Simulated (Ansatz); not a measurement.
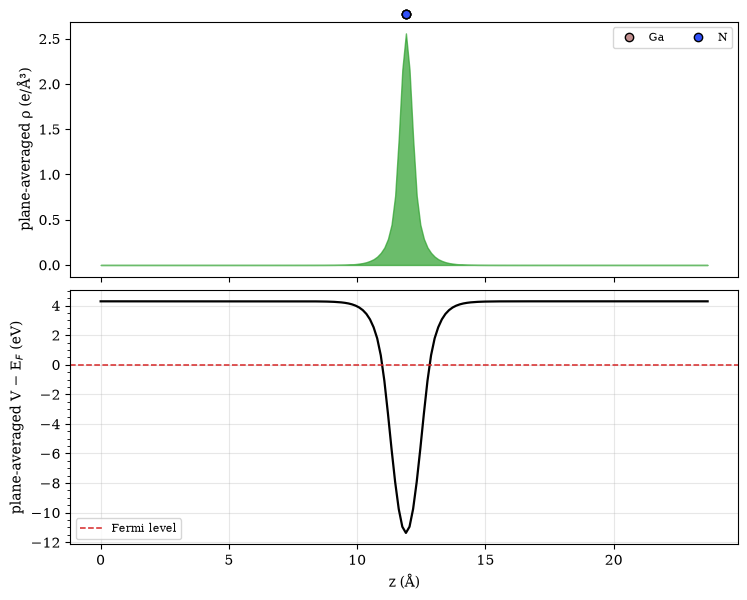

Figure. Ga₃N. Plane average of the electrostatic potential energy of an electron and of the valence pseudo-density across the slab. Circles mark the heights of the atoms.

A structure generated by program, which may or may not match a known phase.

Level of theory: DFT PBE, scalar-relativistic, plane waves, PAW in Ansatz.

### How far below the vacuum level is the Fermi level?

The potential is flat in the vacuum, 4.28 eV above the Fermi level; this is the work function, the same on both faces.

### What are the slab's thickness and the vacuum gap?

The outermost nuclei are 0.0 Å apart, in 1 atomic plane; the vacuum between periodic images is 23.8 Å wide.
